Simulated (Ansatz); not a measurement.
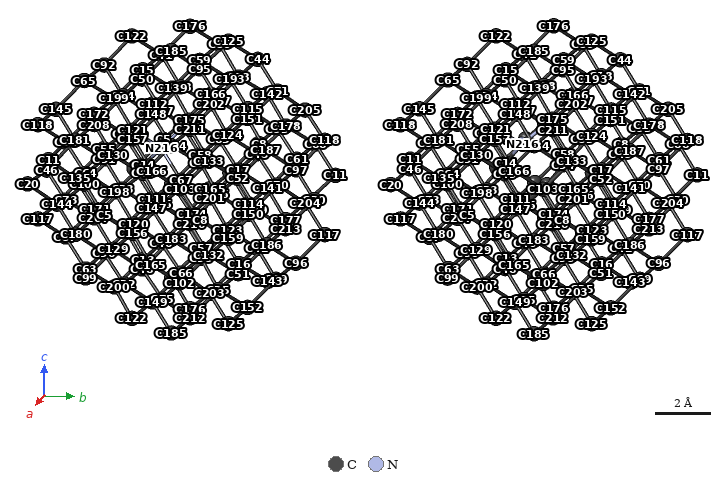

Two geometries of a defect cell of composition C215N, drawn at one scale. One is the start of a relaxation, the other its converged end. Style: ball-and-stick. Shown: the atoms within 5.8 Å of the atom that moves most (axes of the cell of the calculation (origin shifted)), slightly off an axis.

The calculation used Ansatz, DFT, PBEsol, PAW, plane waves. Settings: plane-wave cutoff 420 eV; k-point mesh 1 × 1 × 1; mesh shifted by (0.25, 0.25, 0.25); collinear spin; atoms relaxed in a fixed cell; force threshold 0.03 eV/Å; at most 80 steps.

Which geometry has the lower energy?

Answer. The right one is the relaxed one. The atom that moves furthest is a C atom (0.23 Å along [1 1 −1]). By element the largest moves are C 0.23 Å, N 0.21 Å. The cell stays as it was. Among the contacts that change: C–N 1.564 → 2.008 Å, C–C 1.564 → 1.479 Å, C–N 1.547 → 1.469 Å, C–C 1.619 → 1.543 Å. Among the angles between lasting bonds that change: C–N–C 107.4° → 114.9°, C–C–N 111.5° → 104.5°, C–C–C 109.2° → 115.8°. Over 8 geometry steps the energy falls by 6.547 eV per cell of the calculation. Largest force component: 2.8 eV/Å at the start, 0.0091 eV/Å at the end. Cost: 19 s on 1 × NVIDIA GB200 with 8 threads of Arm Neoverse-V2, peak memory 2.1 GiB.
